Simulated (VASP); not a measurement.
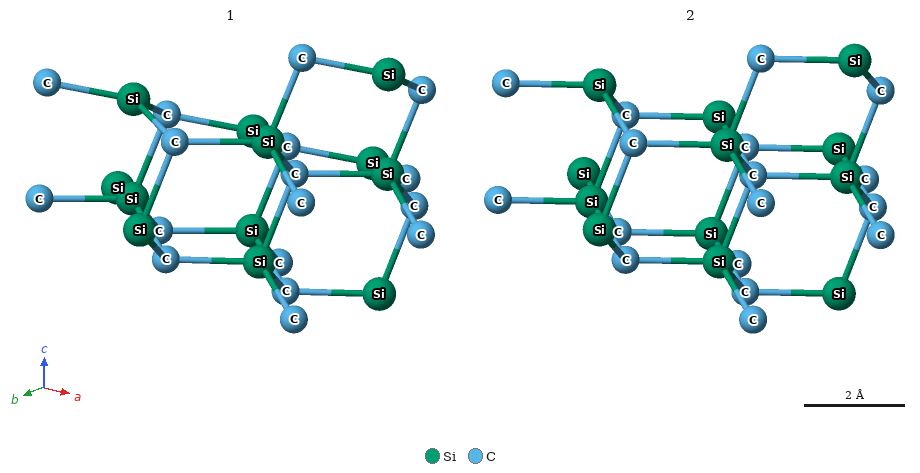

Two geometries of a slab of composition SiC, drawn at one scale. One is the start of a relaxation, the other its converged end. The picture is a ball-and-stick view of the atoms within 5.0 Å of the atom that moves most (axes of the 2 × 2 repeat of the cell, outlined in the plane, without the vacuum (origin shifted)), seen from a free direction.

Computed with Kohn-Sham DFT of a periodic cell, PBEsol, VASP PAW PBE potentials, recommended in VASP 6.6.1. (plane-wave cutoff 520 eV; k-point mesh 9 × 6 × 1; occupations gaussian; smearing width 0.03 eV; no spin polarisation)

> Which of the two is the end point?

Structure 1 is the relaxed one. The run lets the atoms move in a fixed cell. The largest moves relative to the layer's centre, 0.31 Å, are those of Si atoms. By element the largest moves are Si 0.31 Å, C 0.05 Å. The cell doesn't change. Among the contacts that change: C–Si 1.887 → 1.779 Å, C–Si 1.887 → 1.929 Å, C–Si 1.887 → 1.846 Å, C–Si 1.887 → 1.874 Å. Among the angles between lasting bonds that change: Si–C–Si 109.5° → 98.2°, Si–C–Si 109.5° → 120.1°, C–Si–C 109.5° → 120.1°. After 21 geometry steps the energy has fallen by 1.282 eV per cell of the calculation. Largest force component: 2.8 eV/Å at the start, 0.018 eV/Å at the end. It ran on 1 × NVIDIA H100 80GB with 1 thread of AMD EPYC 7R13 Processor (Zen 3), on a shared host.
